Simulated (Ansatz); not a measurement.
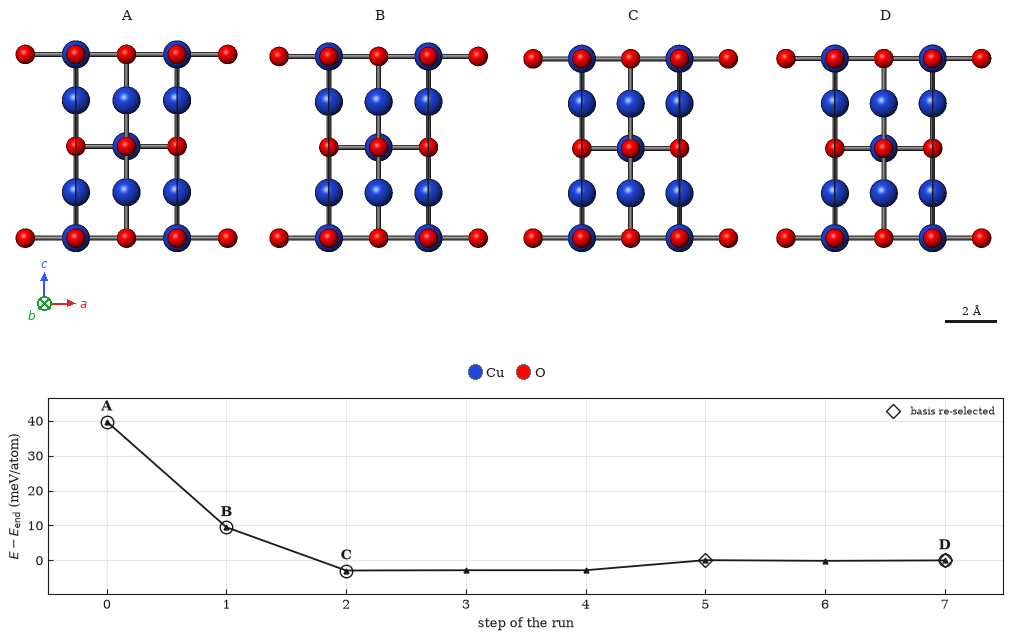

Frames of a relaxation of solid Cu3O2 (set up in I4/mmm), marked on the history of the run. A ball-and-stick model of the conventional cell (2 times the calculation's cell), seen along the b axis. Lengths and directions refer to the drawn axes.

The run lets cell and atoms move.

The calculation used Ansatz 0.2.0, Kohn-Sham DFT of a periodic cell, LDA, Ansatz PAW.

The input:
```yaml
crystal:
  lattice:
    - [-2.022982, 2.022982, 3.673617]
    - [2.022982, -2.022982, 3.673617]
    - [2.022982, 2.022982, -3.673617]
  atoms:
    - { symbol: Cu, position: [0.0, 0.0, 0.0] }
    - { symbol: Cu, position: [0.75, 0.25, 0.5] }
    - { symbol: Cu, position: [0.25, 0.75, 0.5] }
    - { symbol: O, position: [0.5, 0.0, 0.5] }
    - { symbol: O, position: [0.0, 0.5, 0.5] }
hamiltonian:
  xc: lda
  pseudopotentials: { kind: paw }
kpoints:
  mp_grid: { grid: [9, 9, 9] }
scf:
  occupations: { method: fermi_dirac, width: 0.05 }
output:
  forces: true
  stress: true
  eigenvalues: true
  write_density: true
  write_potential: true
  elf: true
  volumetric_format: npy
relax:
  f_tol: 0.01
  max_steps: 40
  cell: { stress_tol: 0.05 }
```

Launched with:
```bash
ansatz run input.yaml --threads 2 --pin off --max-ram 5632MiB --backend cpu --events-out ev --progress --plain --runs-dir out
```

**Describe the path.**

Over 5 accepted moves (7 points after the start) the energy falls by 39.8 meV per atom. All forces vanish by symmetry, so only the cell relaxes. Pressure: −11.82 GPa at the start and −0.02 GPa at the end. The SCF was repeated twice at an unchanged geometry on a basis and grid sized afresh for the cell, which shifted the energy by 2.9 meV per atom at most. The atoms keep their places relative to the cell (all moves are under 0.005 Å). Cell: a = b 4.046 → 3.910 Å (−3.4 %), c 7.347 → 7.182 Å (−2.3 %). Volume −8.7 %. Near-neighbour distances that change, for instance: Cu–O 2.023 → 1.955 Å, Cu–O 1.837 → 1.795 Å. The space group stays I4/mmm (No. 139). Cost: 60 s on 2 threads of Arm Neoverse V1, on a shared host, peak memory 0.44 GiB. From step 0 to 1: volume −4.3 %, energy −30.3 meV per atom. From step 1 to 2: volume −5.1 %, energy −12.4 meV per atom. From step 2 to 7: volume +0.5 %, energy +2.9 meV per atom.

```
step  E − E(0), meV/atom  pressure, GPa  volume, Å³/atom                      note
   0                0.00         -11.82           12.027                          
   1              -30.30          -6.58           11.514                          
   2              -42.69           1.24           10.923                          
   3              -42.61           0.01           11.014                          
   4              -42.62           0.00           11.013                          
   5              -39.73          -0.39           11.013  same geometry, new basis
   6              -39.92           0.00           10.980                          
   7              -39.79          -0.02           10.980  same geometry, new basis
```
